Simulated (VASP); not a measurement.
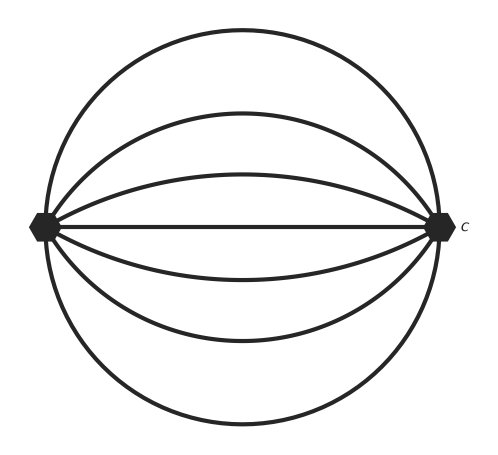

Stereographic projection: heavy lines are mirror planes (a heavy rim: a mirror in the plane of the page); lens, triangle, square and hexagon are 2-, 3-, 4- and 6-fold axes, a lens in an open square is −4, a triangle in an open hexagon −6; thin dashed diameters join the ends of axes that lie in the page; a small open circle marks inversion. The a axis points at the viewer. Computed from the symmetry operations of a computed or model structure of composition SiC.

Q: Which point group is this?

A: 6mm (C6v), order 12, hexagonal system: one sixfold axis, six mirror planes.

Q: Can such a crystal be piezoelectric, pyroelectric or chiral?

A: It is not centrosymmetric; polar, so pyroelectricity and piezoelectricity are allowed; it is not chiral.
